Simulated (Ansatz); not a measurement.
Geometry relaxation, with input and output: TaN (part 3 of 3)

TaN (slab, 24 atoms in the cell); DFT PBE+D3(BJ), scalar-relativistic, plane waves, PAW, no spin polarisation (Ansatz 0.2.0); cutoff 420 eV, 3×3×1 k-mesh, Gaussian smearing of 0.1 eV. The structure derives from an entry of the Crystallography Open Database. The input holds or restrains some coordinates. Forces given for the steps count only the free coordinates. It belongs to a series of runs on one base structure; here: clean slab, lower planes held.

Geometry of the input (Å; fractional positions):
```
5.7616  0.0000  0.0000
0.0000  5.8570  0.0000
0.0000  0.0000  21.9177
N  0.0000  0.7500  0.3650
N  0.0000  0.2500  0.3650
N  0.5000  0.7500  0.3650
N  0.5000  0.2500  0.3650
Ta 0.2500  0.0000  0.4036
Ta 0.2500  0.5000  0.4036
Ta 0.7500  0.0000  0.4036
Ta 0.7500  0.5000  0.4036
N  0.0000  0.5000  0.4807
N  0.0000  0.0000  0.4807
N  0.5000  0.5000  0.4807
N  0.5000  0.0000  0.4807
Ta 0.2500  0.7500  0.5193
Ta 0.2500  0.2500  0.5193
Ta 0.7500  0.7500  0.5193
Ta 0.7500  0.2500  0.5193
N  0.0000  0.2500  0.5964
N  0.0000  0.7500  0.5964
N  0.5000  0.2500  0.5964
N  0.5000  0.7500  0.5964
Ta 0.2500  0.5000  0.6350
Ta 0.2500  0.0000  0.6350
Ta 0.7500  0.5000  0.6350
Ta 0.7500  0.0000  0.6350
```

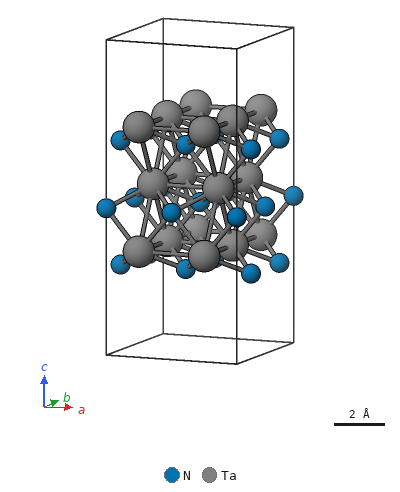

Fig. 1: The geometry at step 3 of the log (ball-and-stick view of the cell of the calculation, with the vacuum cut short, seen slightly off an axis).

What the program printed, continued
```
  k-point 0: bands = ["-65.2366", "-65.1958", "-65.1884", "-65.1489", "-64.9343", "-64.8914", "-64.8845", "-64.8526", "-64.8429", "-64.8185", "-64.8047", "-64.7717", "-32.2902", "-32.2870", "-32.1328", "-32.1315", "-32.0768", "-32.0509", "-31.9935", "-31.9509", "-31.8932", "-31.8483", "-31.7925", "-31.7078", "-31.6813", "-31.6710", "-31.6213", "-31.5654", "-31.5568", "-31.5251", "-31.5230", "-31.4453", "-31.4353", "-31.4335", "-31.3668", "-31.3654", "-31.3349", "-31.2583", "-31.2540", "-31.2162", "-31.1935", "-31.1678", "-31.1440", "-31.1050", "-30.9626", "-30.9199", "-30.8974", "-30.8363", "-13.8291", "-12.7501", "-12.4318", "-12.2644", "-12.1981", "-12.1113", "-11.8784", "-11.7997", "-10.8728", "-10.0710", "-9.5430", "-9.4817", "-5.3141", "-4.5672", "-4.3867", "-4.2185", "-4.1953", "-3.7723", "-3.6066", "-3.5506", "-3.3140", "-3.0112", "-2.6223", "-2.4037", "-2.2488", "-1.8888", "-1.8616", "-1.7953", "-1.7913", "-1.4888", "-1.3556", "-1.1286", "-1.0119", "-0.9216", "-0.9056", "-0.7650", "-0.4841", "-0.2756", "-0.2080", "-0.1490", "-0.1393", "-0.0067", "0.1631", "0.4336", "0.4901", "0.5469", "0.7585", "1.2596", "1.5100", "1.9354", "2.0895", "2.1029", "2.2154", "2.3032", "2.3652", "2.3917", "2.5050", "2.5596", "3.1666", "3.2827", "3.4834", "4.1269", "4.3274", "4.7218", "4.7500", "4.8215", "5.0760", "5.5793", "5.7494", "5.9137", "6.2130", "6.4588", "6.4655", "6.5010", "6.6112", "6.6784", "6.8923", "6.9362", "6.9508", "7.0062", "7.0759", "7.1230", "7.1255", "7.1298"]
  k-point 1: bands = ["-65.2265", "-65.2060", "-65.1786", "-65.1588", "-64.9237", "-64.9022", "-64.8742", "-64.8534", "-64.8440", "-64.8270", "-64.7964", "-64.7799", "-32.2490", "-32.1713", "-32.1267", "-32.0456", "-31.9826", "-31.9796", "-31.9529", "-31.9041", "-31.8102", "-31.7651", "-31.7648", "-31.7356", "-31.7188", "-31.7092", "-31.6734", "-31.6149", "-31.6143", "-31.5560", "-31.5347", "-31.4354", "-31.4258", "-31.4190", "-31.3866", "-31.3512", "-31.3293", "-31.2807", "-31.2786", "-31.2538", "-31.1982", "-31.1853", "-31.1777", "-31.1621", "-31.0842", "-30.9877", "-30.9464", "-30.9138", "-13.4757", "-12.6967", "-12.4929", "-12.3661", "-12.2826", "-12.0275", "-12.0263", "-11.8708", "-10.5493", "-9.9080", "-9.8896", "-9.6124", "-4.8218", "-4.0638", "-4.0547", "-4.0437", "-4.0064", "-3.9693", "-3.8366", "-3.4931", "-3.4766", "-2.8627", "-2.8425", "-2.3753", "-2.0921", "-2.0260", "-1.9879", "-1.7490", "-1.6413", "-1.4210", "-1.2375", "-1.1867", "-1.0344", "-1.0218", "-0.9412", "-0.8985", "-0.7115", "-0.5754", "-0.2869", "0.0207", "0.0936", "0.2259", "0.3508", "0.5593", "0.5739", "0.9511", "1.3427", "1.5209", "1.6769", "1.7509", "1.8101", "1.8516", "2.0350", "2.1708", "2.5044", "2.5956", "2.7059", "2.7168", "2.9139", "2.9353", "3.2572", "3.9060", "3.9816", "4.1194", "4.5113", "5.0076", "5.0208", "5.4401", "5.5241", "5.6697", "5.6712", "5.6983", "5.9644", "5.9759", "6.2482", "6.3609", "6.4626", "6.6367", "6.6428", "6.6859", "6.7501", "6.9248", "7.1223", "7.1566"]
  k-point 2: bands = ["-65.2246", "-65.2005", "-65.1841", "-65.1606", "-64.9219", "-64.8970", "-64.8793", "-64.8551", "-64.8406", "-64.8167", "-64.8068", "-64.7834", "-32.2515", "-32.1730", "-32.0882", "-32.0123", "-31.9593", "-31.9527", "-31.9290", "-31.8857", "-31.8712", "-31.7580", "-31.6728", "-31.6701", "-31.6380", "-31.6014", "-31.6003", "-31.5951", "-31.5844", "-31.5633", "-31.5497", "-31.5012", "-31.4931", "-31.4574", "-31.4417", "-31.4091", "-31.3598", "-31.3560", "-31.3368", "-31.2822", "-31.2374", "-31.1905", "-31.1792", "-31.1716", "-31.1274", "-31.1020", "-30.8992", "-30.8574", "-13.3885", "-12.5447", "-12.5100", "-12.3402", "-12.2207", "-12.1770", "-12.0204", "-11.9019", "-10.5802", "-9.9177", "-9.9134", "-9.6519", "-4.3931", "-4.2941", "-4.1545", "-4.1518", "-4.1266", "-4.0660", "-3.8694", "-3.0392", "-2.7780", "-2.6656", "-2.6476", "-2.4305", "-2.4138", "-1.9978", "-1.9789", "-1.8973", "-1.7890", "-1.6873", "-1.5985", "-1.5252", "-1.3944", "-0.9479", "-0.7675", "-0.7320", "-0.7048", "-0.6314", "-0.5258", "-0.3914", "-0.3133", "-0.1690", "0.5034", "0.7648", "1.0673", "1.3608", "1.4565", "1.4719", "1.5733", "1.6996", "1.9888", "2.0772", "2.1187", "2.5391", "2.5478", "2.6815", "2.7525", "2.7631", "2.9280", "3.2262", "3.4900", "3.8813", "4.1161", "4.1898", "4.2152", "4.3511", "5.0377", "5.1837", "5.3626", "5.6782", "5.9527", "6.0592", "6.1799", "6.2146", "6.3161", "6.3484", "6.4708", "6.6258", "6.7523", "6.9110", "6.9371", "6.9631", "7.0277", "7.1856"]
  k-point 3: bands = ["-65.2145", "-65.1942", "-65.1906", "-65.1706", "-64.9114", "-64.8901", "-64.8866", "-64.8656", "-64.8322", "-64.8153", "-64.8083", "-64.7917", "-32.0911", "-32.0549", "-32.0245", "-31.9768", "-31.9196", "-31.8706", "-31.8484", "-31.8416", "-31.8094", "-31.7770", "-31.7065", "-31.6935", "-31.6578", "-31.6455", "-31.6405", "-31.6266", "-31.5898", "-31.5847", "-31.5698", "-31.5197", "-31.5059", "-31.4469", "-31.4204", "-31.4098", "-31.3764", "-31.3562", "-31.3268", "-31.2783", "-31.2580", "-31.2537", "-31.2091", "-31.2033", "-31.1610", "-31.1213", "-31.0592", "-31.0119", "-13.1161", "-12.5467", "-12.4513", "-12.3670", "-12.3583", "-12.1205", "-12.0419", "-12.0261", "-10.3407", "-9.8878", "-9.8848", "-9.8782", "-4.0518", "-3.9023", "-3.7547", "-3.7387", "-3.7135", "-3.7087", "-3.6284", "-3.2159", "-2.9529", "-2.5452", "-2.5140", "-2.4001", "-2.3131", "-2.1629", "-2.0698", "-2.0502", "-1.9659", "-1.9391", "-1.5809", "-1.5180", "-1.4876", "-1.4572", "-1.2754", "-1.0964", "-0.6848", "-0.6818", "-0.3280", "-0.3253", "0.1232", "0.1295", "0.2458", "0.6069", "0.6820", "1.3141", "1.4957", "1.5101", "1.7073", "1.7963", "1.8243", "1.9163", "2.0020", "2.1437", "2.2894", "2.6143", "2.7299", "2.7764", "2.9325", "3.0097", "3.2819", "3.2867", "3.3875", "4.0457", "4.8297", "5.0544", "5.2664", "5.4716", "5.5403", "5.5452", "5.7447", "5.8908", "6.0931", "6.1693", "6.3148", "6.3883", "6.5989", "6.6419", "6.6472", "6.7236", "6.8421", "7.0272", "7.0409", "7.1108"]
--- Relaxed structure (4 steps of the walk, 3 accepted, 0 SCFs on fresh bases) ---
  F+E_penalty+E_count = -123817.48968062 eV   max|allowed force component| = 1.765e-2 eV/Å
  atoms:
    - { symbol: N, position: [0.0, 0.75, 0.3650014247999999] }
    - { symbol: N, position: [0.0, 0.25, 0.3650014247999999] }
    - { symbol: N, position: [0.5, 0.75, 0.3650014247999999] }
    - { symbol: N, position: [0.5, 0.25, 0.3650014247999999] }
    - { symbol: Ta, position: [0.25, 0.0, 0.40357244629999994] }
    - { symbol: Ta, position: [0.25, 0.5, 0.40357244629999994] }
    - { symbol: Ta, position: [0.7499999999999999, 0.0, 0.40357244629999994] }
    - { symbol: Ta, position: [0.7499999999999999, 0.5, 0.40357244629999994] }
    - { symbol: N, position: [0.0, 0.5, 0.48071448929999994] }
    - { symbol: N, position: [0.0, 0.0, 0.48071448929999994] }
    - { symbol: N, position: [0.5, 0.5, 0.48071448929999994] }
    - { symbol: N, position: [0.5, 0.0, 0.48071448929999994] }
    - { symbol: Ta, position: [0.25, 0.75, 0.5207059644080039] }
    - { symbol: Ta, position: [0.25, 0.25, 0.5207059644080039] }
    - { symbol: Ta, position: [0.7499999999999999, 0.75, 0.5207059644080039] }
    - { symbol: Ta, position: [0.7499999999999999, 0.25, 0.5207059644080039] }
    - { symbol: N, position: [0.0, 0.25, 0.5977707767571443] }
    - { symbol: N, position: [0.0, 0.75, 0.5977707767571443] }
    - { symbol: N, position: [0.5, 0.25, 0.5977707767571443] }
    - { symbol: N, position: [0.5, 0.75, 0.5977707767571443] }
    - { symbol: Ta, position: [0.25, 0.5, 0.6372155205076876] }
    - { symbol: Ta, position: [0.25, 0.0, 0.6372155205076876] }
    - { symbol: Ta, position: [0.7499999999999999, 0.5, 0.6372155205076876] }
    - { symbol: Ta, position: [0.7499999999999999, 0.0, 0.6372155205076876] }
```

Trajectory as extended XYZ (Å, eV, eV/Å), 4 frames, from step=1 to step=4
```
24
Lattice="5.7616 0.0000 0.0000 0.0000 5.8570 0.0000 0.0000 0.0000 21.9177" Properties=species:S:1:pos:R:3:forces:R:3 step=1 energy=-123817.44346
N     0.0000    4.3928    8.0000    0.0000   0.0000   2.9834
N     0.0000    1.4643    8.0000    0.0000   0.0000   2.9834
N     2.8808    4.3928    8.0000    0.0000   0.0000   2.9834
N     2.8808    1.4643    8.0000    0.0000   0.0000   2.9834
Ta    1.4404    0.0000    8.8454    0.0000   0.0000  -3.6158
Ta    1.4404    2.9285    8.8454    0.0000   0.0000  -3.6158
Ta    4.3212    0.0000    8.8454    0.0000   0.0000  -3.6158
Ta    4.3212    2.9285    8.8454    0.0000   0.0000  -3.6158
N     0.0000    2.9285   10.5362    0.0000   0.0000   0.0510
N     0.0000    0.0000   10.5362    0.0000   0.0000   0.0510
N     2.8808    2.9285   10.5362    0.0000   0.0000   0.0510
N     2.8808    0.0000   10.5362    0.0000   0.0000   0.0510
Ta    1.4404    4.3928   11.3816    0.0000   0.0000   0.3872
Ta    1.4404    1.4643   11.3816    0.0000   0.0000   0.3872
Ta    4.3212    4.3928   11.3816    0.0000   0.0000   0.3872
Ta    4.3212    1.4643   11.3816    0.0000   0.0000   0.3872
N     0.0000    1.4643   13.0723    0.0000   0.0000  -0.0927
N     0.0000    4.3928   13.0723    0.0000   0.0000  -0.0927
N     2.8808    1.4643   13.0723    0.0000   0.0000  -0.0927
N     2.8808    4.3928   13.0723    0.0000   0.0000  -0.0927
Ta    1.4404    2.9285   13.9177    0.0000   0.0000   0.2870
Ta    1.4404    0.0000   13.9177    0.0000   0.0000   0.2870
Ta    4.3212    2.9285   13.9177    0.0000   0.0000   0.2870
Ta    4.3212    0.0000   13.9177    0.0000   0.0000   0.2870
24
Lattice="5.7616 0.0000 0.0000 0.0000 5.8570 0.0000 0.0000 0.0000 21.9177" Properties=species:S:1:pos:R:3:forces:R:3 step=2 energy=-123817.43042 accepted=F
N     0.0000    4.3928    8.0000    0.0000   0.0000   2.9801
N     0.0000    1.4643    8.0000    0.0000   0.0000   2.9801
N     2.8808    4.3928    8.0000    0.0000   0.0000   2.9801
N     2.8808    1.4643    8.0000    0.0000   0.0000   2.9801
Ta    1.4404    0.0000    8.8454    0.0000   0.0000  -3.0138
Ta    1.4404    2.9285    8.8454    0.0000   0.0000  -3.0138
Ta    4.3212    0.0000    8.8454    0.0000   0.0000  -3.0138
Ta    4.3212    2.9285    8.8454    0.0000   0.0000  -3.0138
N     0.0000    2.9285   10.5362    0.0000   0.0000   0.6535
N     0.0000    0.0000   10.5362    0.0000   0.0000   0.6535
N     2.8808    2.9285   10.5362    0.0000   0.0000   0.6535
N     2.8808    0.0000   10.5362    0.0000   0.0000   0.6535
Ta    1.4404    4.3928   11.4456    0.0000   0.0000  -0.2529
Ta    1.4404    1.4643   11.4456    0.0000   0.0000  -0.2529
Ta    4.3212    4.3928   11.4456    0.0000   0.0000  -0.2529
Ta    4.3212    1.4643   11.4456    0.0000   0.0000  -0.2529
N     0.0000    1.4643   13.1488    0.0000   0.0000  -0.0822
N     0.0000    4.3928   13.1488    0.0000   0.0000  -0.0822
N     2.8808    1.4643   13.1488    0.0000   0.0000  -0.0822
N     2.8808    4.3928   13.1488    0.0000   0.0000  -0.0822
Ta    1.4404    2.9285   14.0256    0.0000   0.0000  -0.2846
Ta    1.4404    0.0000   14.0256    0.0000   0.0000  -0.2846
Ta    4.3212    2.9285   14.0256    0.0000   0.0000  -0.2846
Ta    4.3212    0.0000   14.0256    0.0000   0.0000  -0.2846
24
Lattice="5.7616 0.0000 0.0000 0.0000 5.8570 0.0000 0.0000 0.0000 21.9177" Properties=species:S:1:pos:R:3:forces:R:3 step=3 energy=-123817.48892
N     0.0000    4.3928    8.0000    0.0000   0.0000   2.9838
N     0.0000    1.4643    8.0000    0.0000   0.0000   2.9838
N     2.8808    4.3928    8.0000    0.0000   0.0000   2.9838
N     2.8808    1.4643    8.0000    0.0000   0.0000   2.9838
Ta    1.4404    0.0000    8.8454    0.0000   0.0000  -3.3209
Ta    1.4404    2.9285    8.8454    0.0000   0.0000  -3.3209
Ta    4.3212    0.0000    8.8454    0.0000   0.0000  -3.3209
Ta    4.3212    2.9285    8.8454    0.0000   0.0000  -3.3209
N     0.0000    2.9285   10.5362    0.0000   0.0000   0.3431
N     0.0000    0.0000   10.5362    0.0000   0.0000   0.3431
N     2.8808    2.9285   10.5362    0.0000   0.0000   0.3431
N     2.8808    0.0000   10.5362    0.0000   0.0000   0.3431
Ta    1.4404    4.3928   11.4123    0.0000   0.0000   0.0471
Ta    1.4404    1.4643   11.4123    0.0000   0.0000   0.0471
Ta    4.3212    4.3928   11.4123    0.0000   0.0000   0.0471
Ta    4.3212    1.4643   11.4123    0.0000   0.0000   0.0471
N     0.0000    1.4643   13.1063    0.0000   0.0000  -0.0683
N     0.0000    4.3928   13.1063    0.0000   0.0000  -0.0683
N     2.8808    1.4643   13.1063    0.0000   0.0000  -0.0683
N     2.8808    4.3928   13.1063    0.0000   0.0000  -0.0683
Ta    1.4404    2.9285   13.9675    0.0000   0.0000   0.0152
Ta    1.4404    0.0000   13.9675    0.0000   0.0000   0.0152
Ta    4.3212    2.9285   13.9675    0.0000   0.0000   0.0152
Ta    4.3212    0.0000   13.9675    0.0000   0.0000   0.0152
24
Lattice="5.7616 0.0000 0.0000 0.0000 5.8570 0.0000 0.0000 0.0000 21.9177" Properties=species:S:1:pos:R:3:forces:R:3 step=4 energy=-123817.48968
N     0.0000    4.3928    8.0000    0.0000   0.0000   2.9838
N     0.0000    1.4643    8.0000    0.0000   0.0000   2.9838
N     2.8808    4.3928    8.0000    0.0000   0.0000   2.9838
N     2.8808    1.4643    8.0000    0.0000   0.0000   2.9838
Ta    1.4404    0.0000    8.8454    0.0000   0.0000  -3.3198
Ta    1.4404    2.9285    8.8454    0.0000   0.0000  -3.3198
Ta    4.3212    0.0000    8.8454    0.0000   0.0000  -3.3198
Ta    4.3212    2.9285    8.8454    0.0000   0.0000  -3.3198
N     0.0000    2.9285   10.5362    0.0000   0.0000   0.3405
N     0.0000    0.0000   10.5362    0.0000   0.0000   0.3405
N     2.8808    2.9285   10.5362    0.0000   0.0000   0.3405
N     2.8808    0.0000   10.5362    0.0000   0.0000   0.3405
Ta    1.4404    4.3928   11.4127    0.0000   0.0000   0.0054
Ta    1.4404    1.4643   11.4127    0.0000   0.0000   0.0054
Ta    4.3212    4.3928   11.4127    0.0000   0.0000   0.0054
Ta    4.3212    1.4643   11.4127    0.0000   0.0000   0.0054
N     0.0000    1.4643   13.1018    0.0000   0.0000  -0.0177
N     0.0000    4.3928   13.1018    0.0000   0.0000  -0.0177
N     2.8808    1.4643   13.1018    0.0000   0.0000  -0.0177
N     2.8808    4.3928   13.1018    0.0000   0.0000  -0.0177
Ta    1.4404    2.9285   13.9663    0.0000   0.0000   0.0078
Ta    1.4404    0.0000   13.9663    0.0000   0.0000   0.0078
Ta    4.3212    2.9285   13.9663    0.0000   0.0000   0.0078
Ta    4.3212    0.0000   13.9663    0.0000   0.0000   0.0078
```

Key numbers

```csv
quantity,value
outcome,converged under the restraints of the input
electrons treated,216
free energy,−123817.4897 eV
"work function, top face",5.41 eV
"work function, bottom face",6.29 eV
Fermi energy,3.220 eV
gap on the k-point mesh,none (metallic)
final volume,739.63 Å³
work function (upper face),5.41 eV
"largest force (length of the vector) at the end, held atoms and coordinates included",3.320 eV/Å
hardware,"4 threads of Intel Xeon (Granite Rapids), 32 GiB of memory available, shared host"
wall time,28 s (CPU time 100 s)
peak memory,1.9 GiB
```

Warnings of the run: the exchange-correlation potential is rough where the density is thin. Spin–orbit coupling is left out, which matters for Ta.
